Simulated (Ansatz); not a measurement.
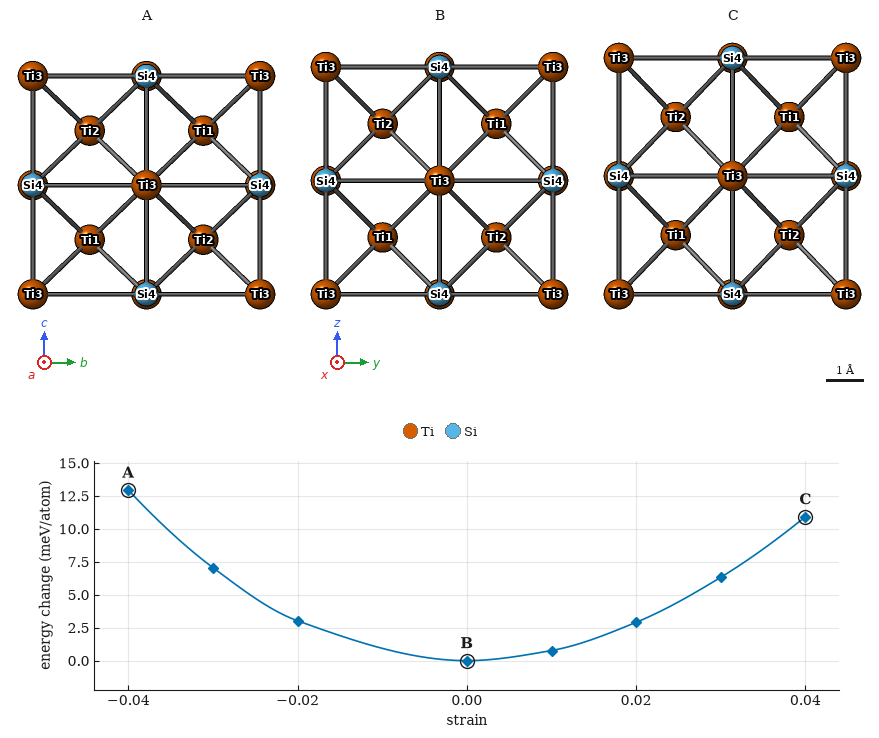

Energy scan for solid Ti$_{3}$Si (Fm-3m), in which the cell is strained along z alone, with the atoms kept at their fractional coordinates. x, y and z are the Cartesian axes of the input. The lettered frames are marked on the plot. Style: ball-and-stick. Shown: the conventional cell (4 times the calculation's cell), along the a axis. Lengths and directions refer to the drawn axes.

Computed with DFT PBEsol, scalar-relativistic, plane waves, PAW in Ansatz. (plane-wave cutoff 420 eV; k-point mesh 14 × 14 × 14; occupations gaussian; smearing width 0.15 eV; collinear spin). Energies (free energies at the smearing named) are counted from the relaxed crystal.

> Describe the profile.

The lowest computed point lies at the strain 0.00 (0.0 meV/atom). At the ends of the scan the energy is 12.9 meV/atom (−0.04) and 10.9 meV/atom (0.04). The curvature at zero strain, (1/V) d²E/dε², is about 160 GPa; it is C₃₃ with clamped ions. The distortion takes the space group from Fm-3m to I4/mmm. At the strain −0.04 the cell of the drawing goes c 6.216 → 5.967 Å.

The computed points:

```tsv
strain	energy change (meV/atom)
−0.040	12.9
−0.030	7.1
−0.020	3.0
0.000	0.0
0.010	0.8
0.020	2.9
0.030	6.3
0.040	10.9
```
